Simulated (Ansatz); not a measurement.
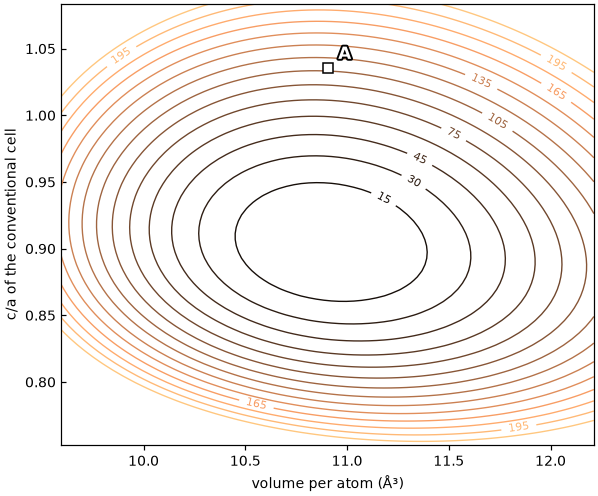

ZrSiO4 (I4_1/amd, No. 141; 12 atoms in the cell). The energy is mapped over volume and the cell's shape. First axis: volume per atom. Second axis: c/a of the conventional cell. Nothing is relaxed (fractional coordinates fixed). The scan uses a 9 × 9 grid. Points are written as (first, second). Energies are in meV/atom, from the lowest grid point. All numbers below come from Ansatz, DFT PBEsol, scalar-relativistic, plane waves, PAW. Settings: cutoff 520 eV, k-mesh 6×6×6, gaussian smearing 0.05 eV, no spin polarisation.

Drawn: contour lines labelled in meV/atom (none above 210), the point A. Between grid points the surface is interpolated.

Question: Which way does the force act at A, and how strong is it?

Answer: A, at (10.904 Å³, 1.036), is not a stationary point. The computed force is 9 meV/atom for each Å³ towards smaller values of volume per atom and 1500 meV/atom for each unit towards smaller values of c/a of the conventional cell.

PAW datasets: the set soft_1.
